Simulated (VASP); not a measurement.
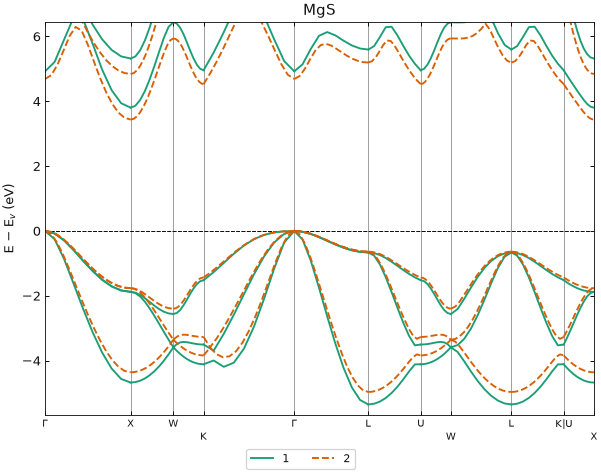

Band structures of rocksalt MgS, space group Fm-3m, 2 atoms in the primitive cell (cubic a = 5.181 Å), by two methods on the same cell. Each is counted from its own valence-band top.

### Which curve is which? The methods: HSE06, r2SCAN+rVV10.

1 is HSE06; 2 is r2SCAN+rVV10. HSE06 gives a gap of 3.80 eV along the path and r2SCAN+rVV10 gives a gap of 3.44 eV along the path.

Settings. HSE06: VASP PAW PBE potentials, release 64 (Mg, S), no spin polarisation, no spin-orbit coupling, 8×8×8 k mesh, 520 eV cutoff, Gaussian smearing of 0.02 eV (VASP 6.6.1). r2SCAN+rVV10: r2SCAN+rVV10, VASP PAW PBE potentials, release 64 (Mg, S), no spin polarisation, no spin-orbit coupling, 10×10×10 k mesh, 520 eV cutoff, Gaussian smearing of 0.02 eV (VASP 6.6.1).

The PAW data sets were made with another functional. LDA, GGA and most meta-GGA functionals understate gaps.
